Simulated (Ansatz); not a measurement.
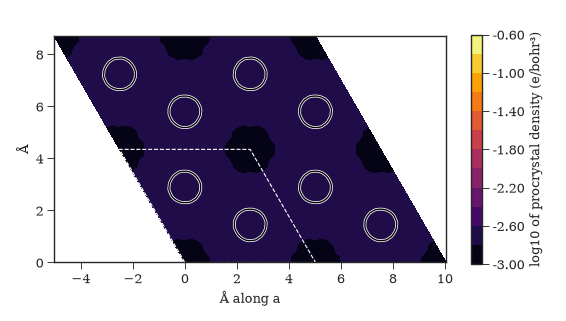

Procrystal electron density of Rb (P6_3/mmc), computed on the section z = 0.000 (parallel to a and b; the dashed line is one cell). It is the sum of the densities of spherically averaged neutral Hartree-Fock atoms, not a self-consistent density. The black line is the 0.002 e/bohr³ contour that bounds the voids. From Rb on the atoms have core potentials, so only their outer electrons count.

The cell is taken from the end point of a relaxation with Ansatz 0.2.0, DFT PBE, scalar-relativistic, plane waves, PAW.

```yaml
crystal:
  lattice:
    - [5.02308, 0.00000, 0.00000]
    - [-2.51154, 4.35011, 0.00000]
    - [0.00000, 0.00000, 8.34683]
  atoms:
    - { symbol: Rb, position: [0.33333, 0.66667, 0.25000] }
    - { symbol: Rb, position: [0.66667, 0.33333, 0.75000] }
```

### What share of the cell is void by this measure?

The voids take about 53 % of the cell (97 Å³ of 182.4 Å³) and are bounded by about 120 Å² of surface per cell.

### Are the voids connected in the whole crystal?

Where they connect, they form a three-dimensional network.

### How low does the density fall, and where?

To about 0.0015 e/bohr³ near 0.00, 0.00, 0.00 (fractional), 3.6 Å from the nearest nucleus.

### At what density do the voids first join through the crystal?

At about 0.0017 e/bohr³, as a three-dimensional network.
